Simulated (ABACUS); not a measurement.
Run report: NiO$_{2}$, band-structure run

System: NiO$_{2}$ (3 atoms in the cell).
Method: Kohn-Sham DFT of a periodic cell, PBEsol, SSSP 1.3 efficiency PBE (ABACUS 3.10.1).

The structure derives from a Materials Project entry.

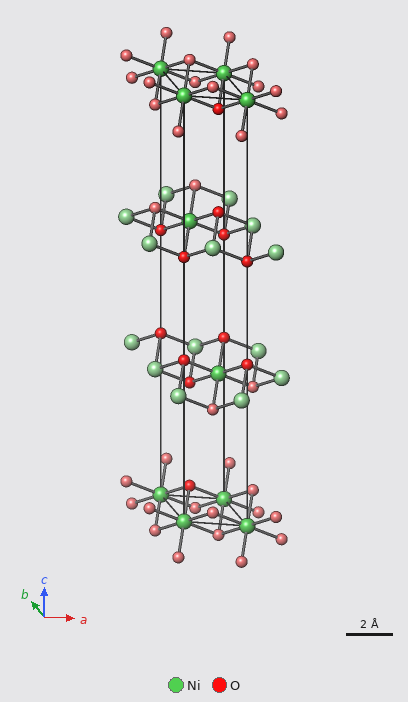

**Figure 1.** The input geometry (ball-and-stick view of the cell 3 times as large as that of the calculation, set on its symmetry axes, seen at an oblique angle; neighbours outside the cell are drawn fainter).

Input file
```
INPUT_PARAMETERS
suffix              NiO2
calculation         scf
basis_type          pw
pseudo_dir          ./
symmetry            1
dft_functional      pbesol
ecutwfc             55
pseudo_rcut         10
nspin               2
nbands              26
ks_solver           dav
smearing_method     fd
smearing_sigma      0.00367493
scf_thr             1e-08
scf_nmax            100
mixing_type         broyden
mixing_beta         0.4
cal_force           1
cal_stress          1
ecutrho             440
out_chg             1
out_pot             2
out_elf             0
kpar                4
```

File STRU
```
ATOMIC_SPECIES
Ni 58.6934 ni_pbe_v1.4.uspp.F.UPF
O 15.9990 O.pbe-n-kjpaw_psl.0.1.UPF

LATTICE_CONSTANT
1.8897261246

LATTICE_VECTORS
1.4021288975 0.8095194964 6.9742947559
-1.4021288975 0.8095194964 6.9742947559
0.0000000000 -1.6190389928 6.9742947559

ATOMIC_POSITIONS
Direct

Ni
0.0
1
0.0000000000 0.0000000000 0.0000000000 1 1 1 mag 1

O
0.0
2
0.3787890000 0.3787890000 0.3787890000 1 1 1 mag 0
0.6212110000 0.6212110000 0.6212110000 1 1 1 mag 0
```

File KPT
```
K_POINTS
0
Gamma
9 9 9 0 0 0
```

Machine: 4 threads of Intel Xeon @ 2.50GHz (Skylake/Cascade Lake), 189 GiB of memory available, shared host.

Command:
```bash
OMP_NUM_THREADS=1 mpirun -np 4 abacus > log
```

Output
```
ABACUS v3.10.1

               Atomic-orbital Based Ab-initio Computation at UStc

 ------------------------------------------------------------------------------------

 READING GENERAL INFORMATION
                           global_out_dir = OUT.NiO2/
                           global_in_card = INPUT
                               pseudo_dir = ./
                              orbital_dir =
                                    DSIZE = 4
                                    GSIZE = 1

 READING UNITCELL INFORMATION
                                    ntype = 2
                  lattice constant (Bohr) = 1.88973
              lattice constant (Angstrom) = 1

 READING ATOM TYPE 1
                               atom label = Ni
                      L=0, number of zeta = 1
                      L=1, number of zeta = 1
                      L=2, number of zeta = 1
             number of atom for this type = 1
               magnetization of element 1 = 1

 READING ATOM TYPE 2
                               atom label = O
                      L=0, number of zeta = 1
                      L=1, number of zeta = 1
                      L=2, number of zeta = 1
             number of atom for this type = 2
               magnetization of element 2 = 0

                        TOTAL ATOM NUMBER = 3
DIRECT COORDINATES
    atom                   x                   y                   z     mag                  vx                  vy                  vz
taud_Ni1            0.0000000000        0.0000000000        0.0000000000  1.0000        0.0000000000        0.0000000000        0.0000000000
taud_O1            0.3787890000        0.3787890000        0.3787890000  0.0000        0.0000000000        0.0000000000        0.0000000000
taud_O2            0.6212110000        0.6212110000        0.6212110000  0.0000        0.0000000000        0.0000000000        0.0000000000

                          Volume (Bohr^3) = 320.526
                             Volume (A^3) = 47.497

 Lattice vectors: (Cartesian coordinate: in unit of a_0)
             +1.40213           +0.809519            +6.97429
             -1.40213           +0.809519            +6.97429
                   +0            -1.61904            +6.97429
 Reciprocal vectors: (Cartesian coordinate: in unit of 2 pi/a_0)
            +0.356601           +0.205883          +0.0477946
            -0.356601           +0.205883          +0.0477946
                   +0           -0.411767          +0.0477946
 The esolver type has been set to : ksdft_pw

                PAO radial cut off (Bohr) = 10

 Read in pseudopotential file is ni_pbe_v1.4.uspp.F.UPF
                     pseudopotential type = US
          exchange-correlation functional = PBE
                 nonlocal core correction = 1
                        valence electrons = 18
                                     lmax = 2
                           number of zeta = 5
                     number of projectors = 6
                           L of projector = 0
                           L of projector = 0
                           L of projector = 1
                           L of projector = 1
                           L of projector = 2
                           L of projector = 2
 XC functional updated to : pbesol
          exchange-correlation functional = PBESOL
 !!!!!!!!!!!!!!!!!!!!!!!!!!!!!!!!!!!!!!!!!!!!!!!!!!!!!!!!!
                         NOTICE
 !!!!!!!!!!!!!!!!!!!!!!!!!!!!!!!!!!!!!!!!!!!!!!!!!!!!!!!!!

 PAW POTENTIAL IS NOT SUPPORTED
 CHECK IN FILE : OUT.NiO2/warning.log

 !!!!!!!!!!!!!!!!!!!!!!!!!!!!!!!!!!!!!!!!!!!!!!!!!!!!!!!!!
                         NOTICE
 !!!!!!!!!!!!!!!!!!!!!!!!!!!!!!!!!!!!!!!!!!!!!!!!!!!!!!!!!
 Check in file : OUT.NiO2/warning.log
```

Standard output
```
ABACUS v3.10.1

               Atomic-orbital Based Ab-initio Computation at UStc

 dft_functional readin is: pbesol
 dft_functional in pseudopot file is: PBE
 Please make sure this is what you need

 !!!!!!!!!!!!!!!!!!!!!!!!!!!!!!!!!!!!!!!!!!!!!!!!!!!!!!!!!
                         NOTICE
 !!!!!!!!!!!!!!!!!!!!!!!!!!!!!!!!!!!!!!!!!!!!!!!!!!!!!!!!!

 PAW POTENTIAL IS NOT SUPPORTED
 CHECK IN FILE : OUT.NiO2/warning.log

 !!!!!!!!!!!!!!!!!!!!!!!!!!!!!!!!!!!!!!!!!!!!!!!!!!!!!!!!!
                         NOTICE
 !!!!!!!!!!!!!!!!!!!!!!!!!!!!!!!!!!!!!!!!!!!!!!!!!!!!!!!!!
```

File warning.log
```
dft_functional readin is: pbesol
 dft_functional in pseudopot file is: PBE
 Please make sure this is what you need
 Pseudopot_upf::read_pseudo_upf201_header  warning : PAW POTENTIAL IS NOT SUPPORTED
```

Outcome

| quantity | value |
| --- | --- |
| outcome | refused by the program |
| space group (tolerance 0.01 Å) | R-3m (166) |
| electrons treated | 30 |

The program refused the input: “PAW POTENTIAL IS NOT SUPPORTED”
